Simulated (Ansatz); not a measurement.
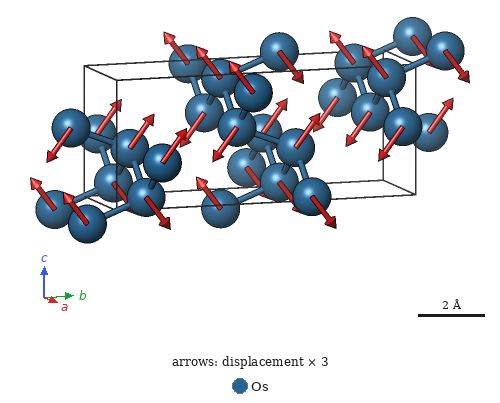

This is a relaxation of solid Os (built on the black phosphorus_64 type) (coarse preliminary run). The starting structure is drawn; red arrows show the displacements (the part carried along by the change of the cell is left out), 3 times their true length.

Style: ball-and-stick. Shown: the conventional cell (2 times the calculation's cell), slightly off an axis. Lengths and directions refer to the drawn axes.

Case: black phosphorus type (Cmce, No. 64).

These are results of DFT PBEsol, scalar-relativistic, plane waves, PAW in Ansatz, not measurements.

Input file:
```yaml
crystal:
  lattice:
    - [1.5211188047, -4.8253013443, 0.0]
    - [1.5211188047, 4.8253013443, 0.0]
    - [0.0, 0.0, 4.0256799787]
  atoms:
    - { symbol: Os, position: [0.098, 0.902, 0.91] }
    - { symbol: Os, position: [0.598, 0.402, 0.59] }
    - { symbol: Os, position: [0.902, 0.098, 0.09] }
    - { symbol: Os, position: [0.402, 0.598, 0.41] }
basis:
  ecutwfc: 420
kpoints:
  mp_grid: { grid: [6, 6, 4] }
hamiltonian:
  xc: pbesol
scf:
  occupations: { method: gaussian, width: 0.1 }
  lower_state_search: "off"
output:
  forces: true
  stress: true
  eigenvalues: true
relax:
  adjacent_minimum: "off"
  f_tol: 0.04
  max_steps: 70
  cell: { stress_tol: 0.4 }
```

Describe the change and its energy.

Over 11 accepted moves (15 points after the start) the energy falls by 18.425 eV per cell of the calculation. The largest force component goes from 18 to 0.0013 eV/Å. Pressure: 197.66 GPa at the start and 0.02 GPa at the end. The line search rejected the trial steps at points 7, 10 of the run. At 2 points the geometry stayed and the basis and grid were re-selected for the new cell (energy shift of 13.1 meV per cell of the calculation at most each time). The largest moves relative to the cell, 0.44 Å, are those of Os1, Os2, Os3 and Os4. Os1 goes along [0 −1 3]. The drawn cell changes as follows: a 3.042 → 2.728 Å (−10.3 %), b 9.651 → 9.473 Å (−1.8 %), c 4.026 → 4.627 Å (+14.9 %); the volume changes by +1.1 %. Some distances before and after: Os1–Os3 3.383 → 2.717 Å, Os1–Os2 1.993 → 2.569 Å, Os1–Os3 (another image) 2.026 → 2.394 Å, Os1–Os2 (another image) 3.132 → 2.804 Å. Among the angles between lasting bonds that change: Os2–Os1–Os2 99.5° → 64.1°, Os2–Os1–Os3 103.4° → 92.8°. The space group stays Cmce (No. 64).

Limits of the set-up: the k-point mesh is coarse for a cell with partly filled bands.
